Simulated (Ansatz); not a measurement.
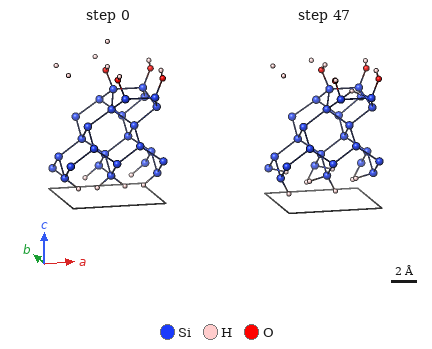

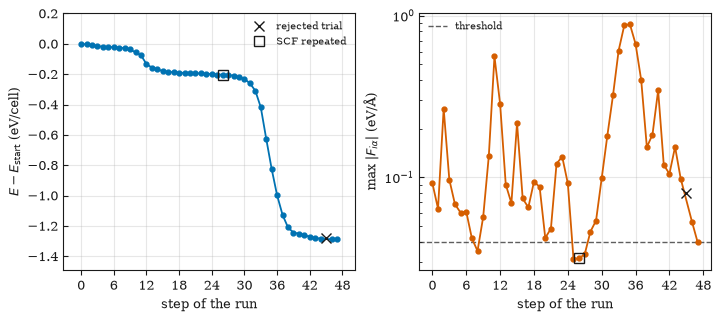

First and last geometry of a constrained relaxation of a slab of composition Si24H13O4 (cut from the Fd-3m phase), with the history of the run. A ball-and-stick model of the cell of the calculation, outlined in the plane, without the vacuum (origin shifted), seen slightly off an axis.

Case: 1 H a cell, anchor, over a top H site. The slab is the (1 0 0) face of Si with H on it. 12 atoms are held fixed.

Level of theory: DFT PBE+D3(BJ), scalar-relativistic, plane waves, PAW (Ansatz 0.2.0). Settings: plane-wave cutoff 420 eV; k-point mesh 2 × 2 × 1; occupations gaussian; smearing width 0.05 eV; collinear spin; dipole correction; atoms relaxed in a fixed cell; force threshold 0.04 eV/Å; at most 100 steps.

### What do the curves and the structures tell?

It converged. Over 45 accepted moves (47 points after the start) the energy falls by 1.287 eV per cell of the calculation. Largest force component: 0.092 eV/Å at the start, 0.04 eV/Å at the end. The line search rejected the trial step at point 45 of the run. 1 step only repeated the SCF at the same geometry. The forces were under the threshold at step 8, but the run went on from there. An H atom moves most: 4.60 Å at 35° to the normal (−c side). By element the largest moves are H 4.60 Å, O 0.24 Å, Si 0.09 Å. The lattice vectors keep their values. Near-neighbour distances that change, for instance: H–Si 6.051 → 1.834 Å, H–Si 5.201 → 1.759 Å, Si–Si 2.448 → 2.530 Å, Si–Si 2.356 → 2.319 Å. New bonds form: H–Si (5.20 → 1.76 Å). Among the angles between lasting bonds that change: Si–Si–H 111.5° → 98.4°, Si–Si–H 111.2° → 98.2°, Si–Si–H 111.5° → 98.7°. The program noted that the starting moments weren't kept.

Limits of the set-up: the k-point mesh is coarse for a cell with partly filled bands; the periodic images lie only 7.7 Å apart, so the values are limited by the cell's size.
